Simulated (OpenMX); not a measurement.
# Energy of Sc along an even scaling of the cell

System: Sc (P-1, 1 atom in the cell).
Method: Kohn-Sham DFT of a periodic cell, PBE, OpenMX 2013 PBE set, no spin polarisation (OpenMX 3.8.5).

The 7 runs differ only in the geometry, by an even scaling of the cell at fixed fractional positions. The structure derives from a Materials Project entry.

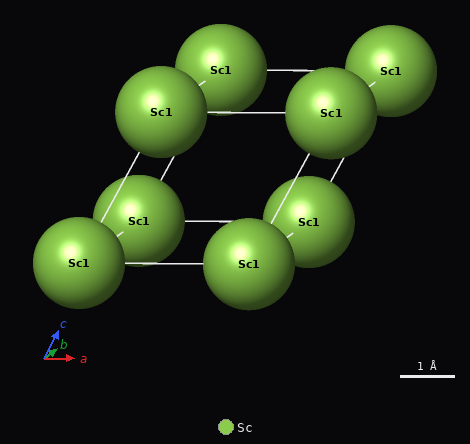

Figure 1. The structure of run 4 (spheres-only view of the cell of the calculation, seen at an oblique angle; atoms are numbered from 1 in the order of the input).

### Input of run 4
```
System.CurrrentDirectory             ./
System.Name                          Sc
DATA.PATH                            ./DFT_DATA13
level.of.stdout                      1
level.of.fileout                     0
Species.Number                       1
<Definition.of.Atomic.Species
  Sc  Sc7.0-s3p2d2           Sc_PBE13
Definition.of.Atomic.Species>

Atoms.Number                         1
Atoms.SpeciesAndCoordinates.Unit     FRAC
<Atoms.SpeciesAndCoordinates
    1  Sc    0.0000000000    0.0000000000    0.0000000000   5.500  5.500
Atoms.SpeciesAndCoordinates>

Atoms.UnitVectors.Unit               Ang
<Atoms.UnitVectors
     3.2019616822    0.0000000000    0.0000000000
     1.5021078373    2.8441406042    0.0000000000
     1.5489936237    0.9264468030    2.6741812389
Atoms.UnitVectors>

scf.XcType                           GGA-PBE
scf.SpinPolarization                 off
scf.ElectronicTemperature            580.226
scf.energycutoff                     400.0
scf.maxIter                          100
scf.EigenvalueSolver                 band
scf.Kgrid                            11 11 11
scf.Mixing.Type                      rmm-diisk
scf.Init.Mixing.Weight               0.05
scf.Min.Mixing.Weight                0.001
scf.Max.Mixing.Weight                0.3
scf.Mixing.History                   25
scf.Mixing.StartPulay                8
scf.criterion                        1.0e-8
scf.stress.tensor                    on
MD.Type                              nomd
```

Command:
```bash
openmx Sc.dat -nt 1 > Sc.std
```

Lattice vectors (Å) and fractional positions of run 4:
```
   3.201962    0.000000    0.000000
   1.502108    2.844141    0.000000
   1.548994    0.926447    2.674181
Sc  0.000000  0.000000  0.000000
```

Run 3 has the same physical settings and fractional positions; its lattice vectors (Å) are:
```
   3.180471    0.000000    0.000000
   1.492026    2.825052    0.000000
   1.538597    0.920229    2.656233
```

### Results, with one run withheld

| run | volume per atom (Å³) | free energy per atom, from the lowest run given (meV) |
| --- | --- | --- |
| 1 | 22.892 | 21.17 |
| 2 | 23.379 | 10.19 |
| 3 | 23.866 | ? |
| 4 | 24.353 | 0.00 |
| 5 | 24.840 | 0.11 |
| 6 | 25.327 | 3.38 |
| 7 | 25.815 | 9.50 |

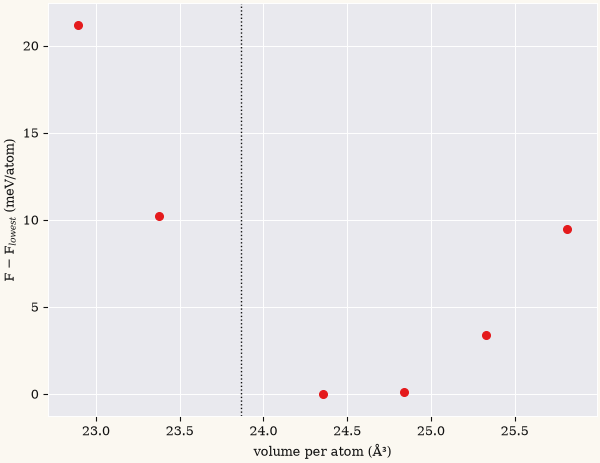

Figure 2. Free energy per atom of the runs given; the dotted line marks run 3.

Estimate the energy of run 3 from the others.

A cubic polynomial in V^(−2/3) (the Birch–Murnaghan form), fitted to the 6 runs given, misses them by at most 0.01 meV per atom. With x = V^(−2/3) − 0.11888 Å⁻², it reads F = −0.13433 + 763.03 x + 6.639e+05 x² − 1.9937e+06 x³ (meV per atom). At run 3 it gives 3.24 meV per atom, and the run itself gives 3.26. The fit has its minimum at 24.575 Å³ per atom, where V d²F/dV² gives 54.1 GPa. Cell shape and fractional positions are held, so this is the stiffness under even scaling; the relaxed bulk modulus wasn't computed.

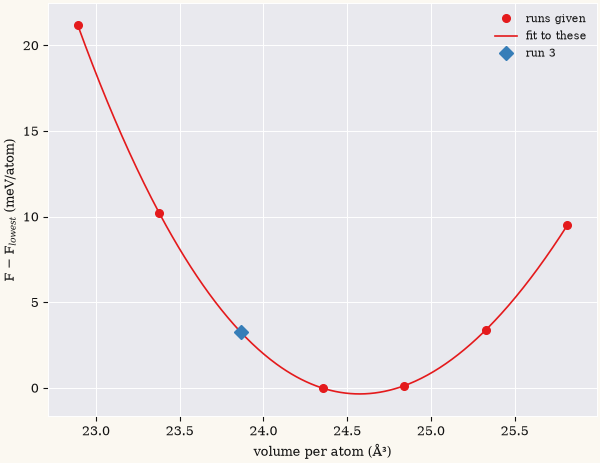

Figure 3. The fit and the withheld run.

### Some lines of the output (run 3)
```
[...]
  Cell_Volume =    161.057373955214 (Bohr^3)
        Total energy (Hartree) at MD = 1
   kloop=0
   kloop=1
   kloop=665
```

Notes: With a small basis of atomic orbitals these values can differ much from converged plane-wave results.
